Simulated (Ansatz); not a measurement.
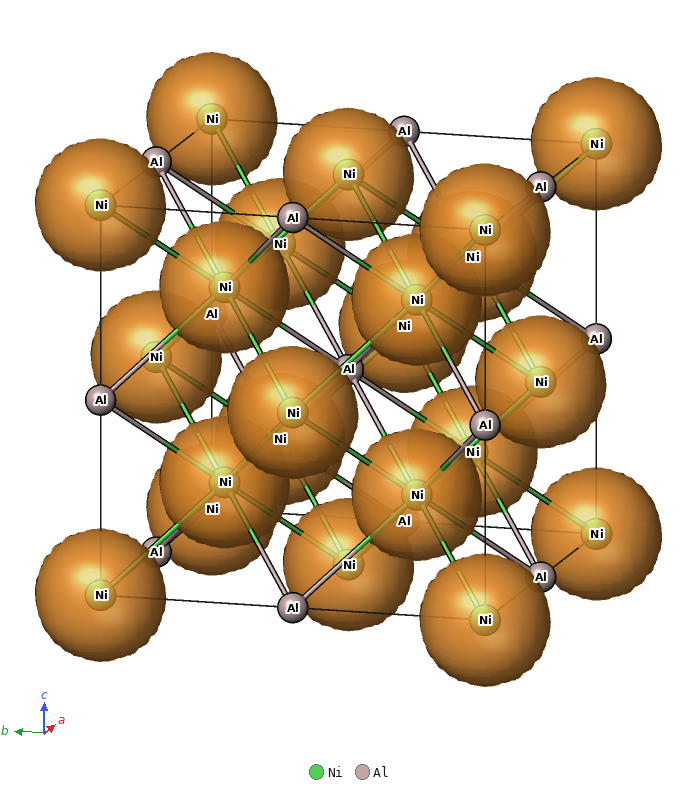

*AlNi3. Isosurface of the valence electron density at 0.6 e/Å³ (orange), seen at an oblique angle. Sticks mark near contacts.*

Space group Fm-3m; a structure from a database of computed crystals, not necessarily the ambient phase; computed pressure about 2 GPa in this cell; the program warned that a starting moment wasn't kept; spin-polarised, but the moments vanished.

Method: Ansatz 0.2.0, Kohn-Sham DFT of a periodic cell, PBEsol, Ansatz PAW.

The density is the valence pseudo-density of a PAW calculation; it isn't the true density close to the nuclei.

Input file:

```
crystal:
  lattice:
    - [0.0, 2.8018887551, 2.8018887551]
    - [2.8018887551, 0.0, 2.8018887551]
    - [2.8018887551, 2.8018887551, 0.0]
  atoms:
    - { symbol: Ni, position: [0.75, 0.75, 0.75], spin: 1.0 }
    - { symbol: Ni, position: [0.0, 0.0, 0.0], spin: 1.0 }
    - { symbol: Ni, position: [0.25, 0.25, 0.25], spin: 1.0 }
    - { symbol: Al, position: [0.5, 0.5, 0.5] }
hamiltonian:
  xc: pbesol
  pseudopotentials: { kind: paw }
magnetization:
  spin_polarized: true
kpoints:
  mp_grid: { grid: [8, 8, 8] }
scf:
  occupations: { method: fermi_dirac, width: 0.05 }
output:
  forces: true
  stress: true
  eigenvalues: true
  write_density: true
  write_potential: true
  elf: true
  volumetric_format: npy
relax:
  f_tol: 0.01
  max_steps: 40
  cell: { stress_tol: 0.05, p_target: 2.0 }
```

Run with:

```sh
ansatz run input.yaml --threads 2 --pin off --max-ram 5632MiB --backend cpu --events-out ev --progress --plain --runs-dir out
```

Below, planes, directions and counts refer to the conventional cell (a = 5.58 Å, b = 5.58 Å, c = 5.58 Å, α = 90.00°, β = 90.00°, γ = 90.00°).

The fields are those of the run's last geometry, not of the input's.

**Which contacts does the surface bridge?**

At this value the density breaks into separate islands; it holds about 80 % of the electrons treated as valence (semicore included). It bridges none of the near contacts. It is pinched off along the sampled Ni–Ni (2.42 Å) and Al–Ni (2.42 Å) contacts. On the grid the lowest density along these lines, outside the cores, is 0.36 e/Å³ (Ni–Ni, 2.42 Å) and 0.26 e/Å³ (Al–Ni, 2.42 Å).
